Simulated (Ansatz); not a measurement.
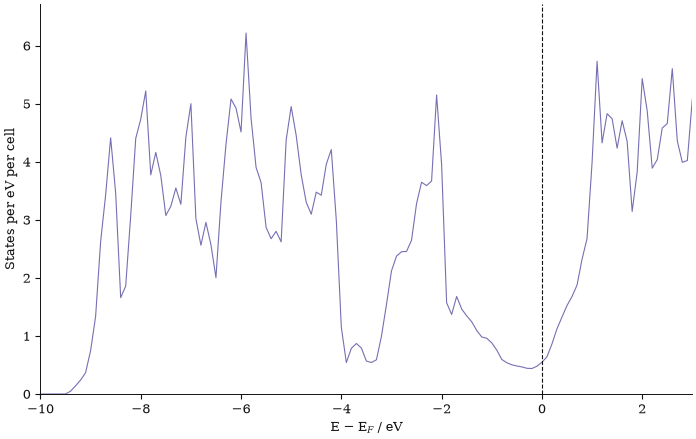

Density of states. Energies are counted from the Fermi level.

System: TaN, space group P-62m (No. 189), 6 atoms in the cell; a = 5.196 Å, c = 2.911 Å (hexagonal axes).

Method: PBEsol, Ansatz PAW, no spin polarisation, no spin-orbit coupling, 6×6×8 k mesh in the self-consistent step, 420 eV cutoff, Fermi-Dirac smearing of 0.05 eV (Ansatz).

What is the density of states at the Fermi level?

Answer. It is a metal. The density of states at the Fermi level is about 0.59 per eV and cell (mean within 0.25 eV), or 0.099 per atom.

The density of states comes from the program's own step for it, whose mesh and broadening can differ from those of the self-consistent step. Spin-orbit coupling is left out, which matters for Ta. The PAW data sets were made with another functional. The k mesh is thin for a metal, so its Fermi level is uncertain. The cell is at −4 GPa in this functional. The k mesh is thin for a density of states, so fine features aren't converged.
